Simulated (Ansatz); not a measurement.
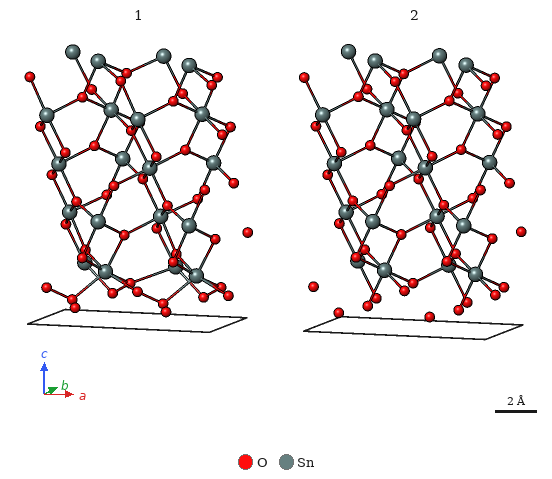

Two geometries of a slab of composition SnO₂ (cut from the P4_2/mnm phase), drawn at one scale. One is the start of a relaxation, the other its converged end. Style: ball-and-stick. Shown: the 2 × 1 repeat of the cell, outlined in the plane, without the vacuum (origin shifted), slightly off an axis.

The calculation used DFT PBEsol, scalar-relativistic, plane waves, PAW (Ansatz 0.2.0). Set-up: plane-wave cutoff 420 eV; k-point mesh 6 × 5 × 1; occupations gaussian; smearing width 0.05 eV; no spin polarisation; dipole correction; atoms relaxed in a fixed cell; force threshold 0.02 eV/Å; at most 60 steps.

Which of the two is the end point?

Answer. Structure 1 is the relaxed one. Case: (1 0 1) slab, atoms relaxed. The slab is the (1 0 1) face of SnO2. The largest moves relative to the layer's centre, 1.07 Å, are those of O atoms. By element the largest moves are O 1.07 Å, Sn 0.18 Å. The lattice vectors keep their values. Among the contacts that change: O–O 2.925 → 1.434 Å, O–Sn 2.066 → 2.412 Å, O–Sn 2.070 → 2.171 Å, O–Sn 2.070 → 2.127 Å. New bonds form, among them: O–O (2.92 → 1.43 Å). Among the angles between lasting bonds that change: O–Sn–O 180.0° → 156.4°, O–Sn–O 78.3° → 99.3°, O–Sn–O 90.0° → 109.3°. Over 11 accepted moves (13 points after the start) the energy falls by 4.260 eV per cell of the calculation. Largest force component: 1.3 eV/Å at the start, 0.0039 eV/Å at the end. The line search rejected the trial steps at points 9, 12 of the run. Cost: 21 min on 4 threads of Arm Neoverse V1 (shared host), peak memory 2.9 GiB.
